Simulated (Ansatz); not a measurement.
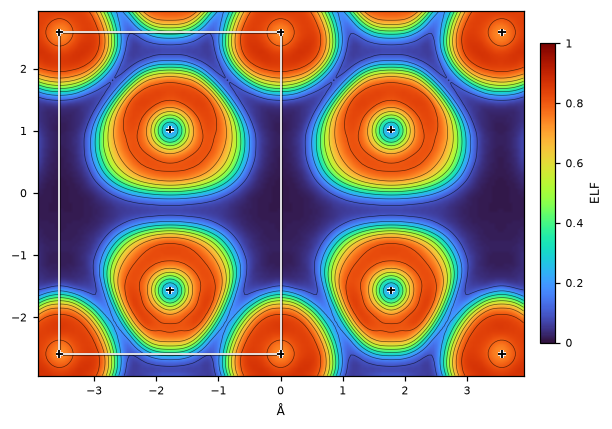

The ELF on a plane through atoms (crosses mark nuclei in the plane).

All numbers below come from Ansatz 0.2.0, Kohn-Sham DFT of a periodic cell, PBE0, Ansatz PAW.

Candidates:
A. GaP, a = 5.45 Å, b = 5.45 Å, c = 5.45 Å, α = 90.00°, β = 90.00°, γ = 90.00°. Space group F-43m.
B. HfO$_{2}$, a = 3.56 Å, b = 3.56 Å, c = 5.17 Å, α = 90.00°, β = 90.00°, γ = 90.00°. Space group P4₂/nmc; a structure from a database of computed crystals, not necessarily the ambient phase; computed pressure about 4 GPa in this cell.
C. La$_{2}$O$_{3}$, a = 3.93 Å, b = 3.93 Å, c = 6.11 Å, α = 90.00°, β = 90.00°, γ = 120.00°. Space group P-3m1; a structure from a database of computed crystals, not necessarily the ambient phase.

> Which system is this?

Candidate B: HfO$_{2}$ on the (010) plane of the conventional cell, which holds Hf and O. Hf–O (2.05 Å): the ELF peaks at about 0.85 in the valence shell of O, 0.6 Å from its nucleus, and drops to about 0.20 between the two atoms (no shared electron pair shows on this line). Hf–O (2.37 Å): the ELF peaks at about 0.85 in the valence shell of O, 0.6 Å from its nucleus, and drops to about 0.10 between the two atoms: no shared electron pair shows on this line.
